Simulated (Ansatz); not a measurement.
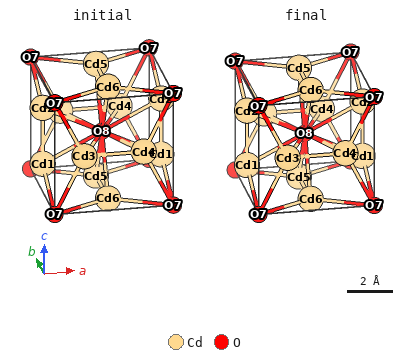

The structure of crystalline Cd3O (built on the A15_223 type) before (left) and after (right) a relaxation, at one scale.

A ball-and-stick model of the cell of the calculation, seen from a free direction.

Case: A15 type (Pm-3n, No. 223).

All numbers below come from Ansatz, DFT PBE, scalar-relativistic, plane waves, PAW. Settings: plane-wave cutoff 420 eV; k-point mesh 8 × 8 × 8; occupations gaussian; smearing width 0.1 eV; no spin polarisation; cell and atoms relaxed; force threshold 0.01 eV/Å; at most 80 steps.

Q: What changed between the two?

A: The atoms keep their places relative to the cell (all moves are under 0.005 Å). Cell: a = b = c 5.474 → 5.332 Å (−2.6 %). Volume −7.6 %. Some distances before and after: Cd1–O7 3.060 → 2.981 Å, Cd1–Cd2 2.737 → 2.666 Å. The space group stays Pm-3n (No. 223). Over 4 accepted moves (6 points after the start) the energy falls by 20.4 meV per atom. All forces vanish by symmetry, so only the cell relaxes. Pressure: −3.87 GPa at the start and −0.01 GPa at the end. At 2 points the geometry stayed and the basis and grid were re-selected for the new cell (energy shift of 1.6 meV per atom at most each time). The run took roughly 5 core-minutes on a shared host.
